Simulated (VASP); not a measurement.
## Geometry relaxation of NbAs (part 2 of 3)

Continued. System: NbAs (I4₁md, 4 atoms in the cell). Method: Kohn-Sham DFT of a periodic cell, PBE, VASP PAW PBE potentials, recommended, no spin polarisation (VASP 6.6.1); cutoff 520 eV, 4×4×4 k-mesh, Gaussian smearing of 0.1 eV. The structure derives from an entry of the Crystallography Open Database.

Geometry of the input (Å; fractional positions):
```
-1.7259  1.7259  5.8400
1.7259  -1.7259  5.8400
1.7259  1.7259  -5.8400
Nb 0.0000  0.0000  0.0000
Nb 0.7500  0.2500  0.5000
As 0.4160  0.4160  -0.0000
As 0.1660  0.6660  0.5000
```

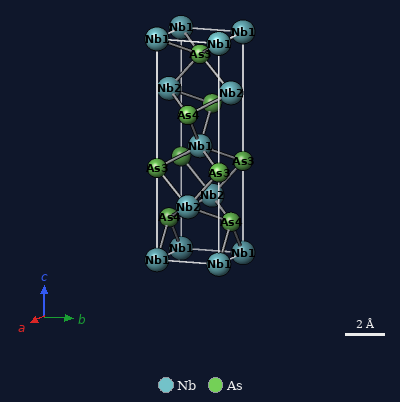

**Figure 1.** The starting structure (ball-and-stick view of the cell 2 times as large as that of the calculation, set on its symmetry axes, seen slightly off an axis; atoms are numbered from 1 in the order of the input).

**Parts of OUTCAR, continued**
```
  direct lattice vectors                    reciprocal lattice vectors
    -1.725850000  1.725850000  5.840000000     0.000000000  0.289712316  0.085616438
     1.725850000 -1.725850000  5.840000000     0.289712316  0.000000000  0.085616438
     1.725850000  1.725850000 -5.840000000     0.289712316  0.289712316  0.000000000

  length of vectors
     6.329511549  6.329511549  6.329511549     0.302098329  0.302098329  0.409715086

  position of ions in fractional coordinates (direct lattice)
     0.000000000  0.000000000  0.000000000
     0.750000000  0.250000000  0.500000000
     0.416000000  0.416000000  0.000000000
     0.166000000  0.666000000  0.500000000

  ion indices of the primitive-cell ions
   primitive index   ion index
                 1           1
                 2           2
                 3           3
                 4           4

----------------------------------------------------------------------------------------

 KPOINTS: Automatic mesh

Automatic generation of k-mesh.
 Grid dimensions read from file:
 generate k-points for:    4    4    4

 Generating k-lattice:

  Cartesian coordinates                     Fractional coordinates (reciprocal lattice)
     0.000000000  0.072428079  0.021404110     0.250000000 -0.000000000  0.000000000
     0.072428079  0.000000000  0.021404110    -0.000000000  0.250000000  0.000000000
     0.072428079  0.072428079  0.000000000     0.000000000  0.000000000  0.250000000

  Length of vectors
     0.075524582  0.075524582  0.102428772

  Shift w.r.t. Gamma in fractional coordinates (k-lattice)
     0.000000000  0.000000000  0.000000000

 Subroutine IBZKPT returns following result:
 ===========================================

 Found     13 irreducible k-points:

 Following reciprocal coordinates:
            Coordinates               Weight
  0.000000  0.000000  0.000000      1.000000
  0.250000 -0.000000  0.000000      8.000000
  0.500000 -0.000000  0.000000      4.000000
  0.250000  0.250000  0.000000      8.000000
  0.500000  0.250000  0.000000     16.000000
 -0.250000  0.250000  0.000000      4.000000
  0.500000  0.500000  0.000000      2.000000
  0.250000  0.250000  0.250000      2.000000
 -0.250000  0.250000  0.250000      4.000000
  0.500000  0.500000  0.250000      4.000000
 -0.250000  0.500000  0.250000      8.000000
 -0.250000 -0.250000  0.250000      2.000000
  0.500000  0.500000  0.500000      1.000000
   k-points           NKPTS =     13   k-points in BZ     NKDIM =     13   number of bands    NBANDS=     22
   number of dos      NEDOS =    301   number of ions     NIONS =      4
   total plane-waves  NPLWV = 110592
   dimension x,y,z NGX =    48 NGY =   48 NGZ =   48
   dimension x,y,z NGXF=    96 NGYF=   96 NGZF=   96
   ions per type =               2   2
   NGX,Y,Z   is equivalent  to a cutoff of  12.61, 12.61, 12.61 a.u.
   NGXF,Y,Z  is equivalent  to a cutoff of  25.21, 25.21, 25.21 a.u.
 SYSTEM =  unknown system
   PREC   = accura    normal or accurate (medium, high low for compatibility)
   ISTART =      0    job   : 0-new  1-cont  2-samecut
   ICHARG =      2    charge: 1-file 2-atom 10-const
   ISPIN  =      1    spin polarized calculation?
   LNONCOLLINEAR =      F non collinear calculations
   LSORBIT =      F    spin-orbit coupling
   LASPH  =      T    aspherical Exc in radial PAW
   ENCUT  =  520.0 eV  38.22 Ry    6.18 a.u.  11.77 11.77 11.77*2*pi/ulx,y,z
   NELM   =    100;   NELMIN=  2; NELMDL= -5     # of ELM steps
   EDIFF  = 0.1E-06   stopping-criterion for ELM
   LREAL  =      F    real-space projection
   EDIFFG = -.2E-02   stopping-criterion for IOM
   NSW    =     80    number of steps for IOM
   IBRION =      2    ionic relax: 0-MD 1-quasi-New 2-CG
   NFREE  =      1    steps in history (QN), initial steepest desc. (CG)
   ISIF   =      3    stress and relaxation
   ISYM   =      2    0-nonsym 1-usesym 2-fastsym
   POTIM  = 0.5000    time-step for ionic-motion
   TEBEG  =    0.0;   TEEND  =   0.0 temperature during run
   PSTRESS=    0.0 pullay stress
   NELECT =      36.0000    total number of electrons
   NUPDOWN=      -1.0000    fix difference up-down
   EMIN   =  10.00;   EMAX   =-10.00  energy-range for DOS
   EFERMI =   0.00;   METHOD = LEGACY
   ISMEAR =     0;   SIGMA  =   0.10  broadening in eV -4-tet -1-fermi 0-gaus
   EFERMI_NEDOS =   21; number of points for ismear=-14 and -15
   IALGO  =     38    algorithm
   IMIX   =      4    mixing-type and parameters
     AMIX     =   0.40;   BMIX     =  1.00
     AMIX_MAG =   1.60;   BMIX_MAG =  1.00
  volume/ion in A,a.u.               =      17.39       117.39
  Fermi-wavevector in a.u.,A,eV,Ry     =   1.314264  2.483599 23.501213  1.727290
  Thomas-Fermi vector in A             =   2.444529
   LORBIT       =      0    0 simple, 1 ext, 2 COOP (PROOUT), +10 PAW based schemes
   GGA     = PE    functional components
   LHFCALC =     F    Hartree Fock is set to
   AEXX    =    0.0000 exact exchange contribution
   IVDW    =     0    specifies the selected vdW correction
   LEPSILON=     F    determine dielectric tensor
   LRPA    =     F    only Hartree local field effects (RPA)
 conjugate gradient relaxation of ions
 non-spin polarized calculation
 Gauss-broadening in eV      SIGMA  =   0.10
  energy-cutoff  :      520.00
  volume of cell :       69.58
 maximum number of plane-waves:      1894
   NGX = 23   NGY = 23   NGZ = 23

--------------------------------------- Ionic step        1  -------------------------------------------

 number of electron      35.9999999 magnetization

 Free energy of the ion-electron system (eV)
  ---------------------------------------------------
  ext. energy  EPLUGINS =         0.00000000
  ---------------------------------------------------
  free energy    TOTEN  =       -32.36478063 eV

  energy without entropy =      -32.34529140  energy(sigma->0) =      -32.35503601

------------------------ aborting loop because EDIFF is reached ----------------------------------------

  FORCE on cell =-STRESS in cart. coord.  units (eV):
  Direction    XX          YY          ZZ          XY          YZ          ZX
  --------------------------------------------------------------------------------------
  -------------------------------------------------------------------------------------
  Total        1.4253308      1.4253308      2.0613773      0.0000000      0.0000000      0.0000000
  in kB       32.8206600     32.8206600     47.4667104      0.0000000      0.0000000      0.0000000
  external PRESSURE =      37.7026768 kB  Pullay stress =       0.0000000 kB

 VOLUME and BASIS-vectors are now :
 -----------------------------------------------------------------------------
  energy-cutoff  :      520.00
  volume of cell :       69.58
      direct lattice vectors                 reciprocal lattice vectors
    -1.725850000  1.725850000  5.840000000     0.000000000  0.289712316  0.085616438
     1.725850000 -1.725850000  5.840000000     0.289712316  0.000000000  0.085616438
     1.725850000  1.725850000 -5.840000000     0.289712316  0.289712316  0.000000000

 POSITION                                       TOTAL-FORCE (eV/Angst)
 -----------------------------------------------------------------------------------
      0.00000      0.00000      0.00000         0.000000      0.000000     -0.286439
      0.00000      1.72585      2.92000         0.000000      0.000000     -0.286439
      0.00000      0.00000      4.85888        -0.000000     -0.000000      0.286439
      1.72585      0.00000      1.93888         0.000000      0.000000      0.286439
 -----------------------------------------------------------------------------------
    total drift:                               -0.000000     -0.000000     -0.000025

  FREE ENERGIE OF THE ION-ELECTRON SYSTEM (eV)
  ---------------------------------------------------
  free  energy   TOTEN  =       -32.3647806256 eV

  energy  without entropy=      -32.3452914007  energy(sigma->0) =      -32.35503601

--------------------------------------- Ionic step        2  -------------------------------------------

 number of electron      36.0000000 magnetization

------------------------ aborting loop because EDIFF is reached ----------------------------------------

  FORCE on cell =-STRESS in cart. coord.  units (eV):
  Direction    XX          YY          ZZ          XY          YZ          ZX
  --------------------------------------------------------------------------------------
  -------------------------------------------------------------------------------------
  Total       -2.6783056     -2.6783056     -2.1675580      0.0000000      0.0000000      0.0000000
  in kB      -58.1596834    -58.1596834    -47.0687472      0.0000000      0.0000000      0.0000000
  external PRESSURE =     -54.4627047 kB  Pullay stress =       0.0000000 kB

 VOLUME and BASIS-vectors are now :
 -----------------------------------------------------------------------------
  energy-cutoff  :      520.00
  volume of cell :       73.78
      direct lattice vectors                 reciprocal lattice vectors
    -1.755518112  1.755518112  5.985191614     0.000000000  0.284816201  0.083539514
     1.755518112 -1.755518112  5.985191614     0.284816201  0.000000000  0.083539514
     1.755518112  1.755518112 -5.985191614     0.284816201  0.284816201  0.000000000

 POSITION                                       TOTAL-FORCE (eV/Angst)
 -----------------------------------------------------------------------------------
      0.00000      0.00000     11.95622        -0.000000     -0.000000      0.079114
     -0.00000      1.75552      2.97843        -0.000000     -0.000000      0.079114
      1.75552      1.75552     -0.99135        -0.000000      0.000000     -0.079114
      1.75552      0.00000      2.00125         0.000000     -0.000000     -0.079114
 -----------------------------------------------------------------------------------
    total drift:                               -0.000000     -0.000000     -0.000341

  FREE ENERGIE OF THE ION-ELECTRON SYSTEM (eV)
  ---------------------------------------------------
  free  energy   TOTEN  =       -32.3439260678 eV

  energy  without entropy=      -32.3246604227  energy(sigma->0) =      -32.33429325

--------------------------------------- Ionic step        3  -------------------------------------------

 number of electron      36.0000000 magnetization

------------------------ aborting loop because EDIFF is reached ----------------------------------------

  FORCE on cell =-STRESS in cart. coord.  units (eV):
  Direction    XX          YY          ZZ          XY          YZ          ZX
  --------------------------------------------------------------------------------------
  -------------------------------------------------------------------------------------
  Total       -0.3634266     -0.3634266      0.2064933      0.0000000      0.0000000      0.0000000
  in kB       -8.1659624     -8.1659624      4.6397723      0.0000000      0.0000000      0.0000000
  external PRESSURE =      -3.8973841 kB  Pullay stress =       0.0000000 kB

 VOLUME and BASIS-vectors are now :
 -----------------------------------------------------------------------------
  energy-cutoff  :      520.00
  volume of cell :       71.30
      direct lattice vectors                 reciprocal lattice vectors
    -1.738172240  1.738172240  5.900303331     0.000000000  0.287658489  0.084741406
     1.738172240 -1.738172240  5.900303331     0.287658489  0.000000000  0.084741406
     1.738172240  1.738172240 -5.900303331     0.287658489  0.287658489  0.000000000

 POSITION                                       TOTAL-FORCE (eV/Angst)
 -----------------------------------------------------------------------------------
      0.00000      0.00000     11.79461        -0.000000     -0.000000     -0.113620
     -0.00000      1.73817      2.94416        -0.000000     -0.000000     -0.113620
      0.00000      0.00000      4.91505         0.000000      0.000000      0.113620
      1.73817      0.00000      1.96490         0.000000      0.000000      0.113620
 -----------------------------------------------------------------------------------
    total drift:                               -0.000000     -0.000000      0.000752

  FREE ENERGIE OF THE ION-ELECTRON SYSTEM (eV)
  ---------------------------------------------------
  free  energy   TOTEN  =       -32.3884016288 eV

  energy  without entropy=      -32.3689277658  energy(sigma->0) =      -32.37866470

[... ionic steps 4 to 8 ...]

--------------------------------------- Ionic step        9  -------------------------------------------

 number of electron      36.0000000 magnetization

------------------------ aborting loop because EDIFF is reached ----------------------------------------

  FORCE on cell =-STRESS in cart. coord.  units (eV):
  Direction    XX          YY          ZZ          XY          YZ          ZX
  --------------------------------------------------------------------------------------
  -------------------------------------------------------------------------------------
  Total        0.0006267      0.0006267     -0.0122198      0.0000000      0.0000000      0.0000000
  in kB        0.0140981      0.0140981     -0.2748986      0.0000000      0.0000000      0.0000000
  external PRESSURE =      -0.0822341 kB  Pullay stress =       0.0000000 kB

 VOLUME and BASIS-vectors are now :
 -----------------------------------------------------------------------------
  energy-cutoff  :      520.00
  volume of cell :       71.22
      direct lattice vectors                 reciprocal lattice vectors
    -1.730608021  1.730608021  5.944895993     0.000000000  0.288915800  0.084105761
     1.730608021 -1.730608021  5.944895993     0.288915800  0.000000000  0.084105761
     1.730608021  1.730608021 -5.944895993     0.288915800  0.288915800  0.000000000

 POSITION                                       TOTAL-FORCE (eV/Angst)
 -----------------------------------------------------------------------------------
      0.00000      0.00000     11.88155         0.000000      0.000000      0.004741
      0.00000      1.73061      2.96420        -0.000000     -0.000000      0.004741
      0.00000      0.00000      4.95440        -0.000000     -0.000000     -0.004741
      1.73061      0.00000      1.98195         0.000000      0.000000     -0.004741
 -----------------------------------------------------------------------------------
    total drift:                               -0.000000     -0.000000      0.000317
```
